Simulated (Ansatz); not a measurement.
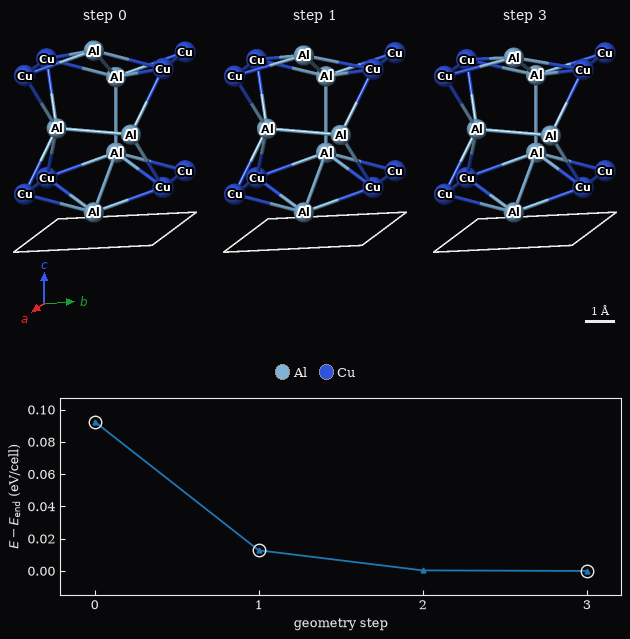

Frames of a constrained relaxation of a slab of composition Al$_{3}$Cu$_{2}$ (cut from the I4/mcm phase), marked on the history of the run. A ball-and-stick model of the cell of the calculation, outlined in the plane, without the vacuum, seen slightly off an axis.

Case: clean slab, lower half held. The slab is the (1 1 0) face of Al2Cu. 4 atoms are held fixed.

Computed with Ansatz 0.2.0, DFT PBEsol, scalar-relativistic, plane waves, PAW. Settings: plane-wave cutoff 420 eV; k-point mesh 7 × 7 × 1; occupations gaussian; smearing width 0.1 eV; no spin polarisation; dipole correction; atoms relaxed in a fixed cell; force threshold 0.03 eV/Å; at most 70 steps.

**Describe the path.**

The atom that moves furthest is an Al atom (0.25 Å along the normal (−c)). Largest moves by element: Al 0.25 Å, Cu 0.03 Å. The cell stays as it was. Among the contacts that change: Al–Al 2.862 → 2.703 Å, Al–Al 2.701 → 2.768 Å, Al–Cu 2.557 → 2.499 Å, Al–Cu 2.557 → 2.529 Å. Among the angles between lasting bonds that change: Al–Al–Al 115.0° → 126.5°, Cu–Al–Cu 145.0° → 154.7°, Al–Al–Cu 103.7° → 109.4°. After 3 geometry steps the energy has fallen by 92.6 meV per cell of the calculation. Largest force component: 0.66 eV/Å at the start, 0.014 eV/Å at the end. From step 0 to 1: an Al atom moves most (0.18 Å), energy −79.8 meV per cell of the calculation. From step 1 to 3: an Al atom moves most (0.08 Å), energy −12.8 meV per cell of the calculation.

```
step  E − E(0), meV/atom  largest force component, eV/Å
   0                0.00                         0.6596
   1               -7.98                         0.2069
   2               -9.22                         0.0314
   3               -9.26                         0.0141
```
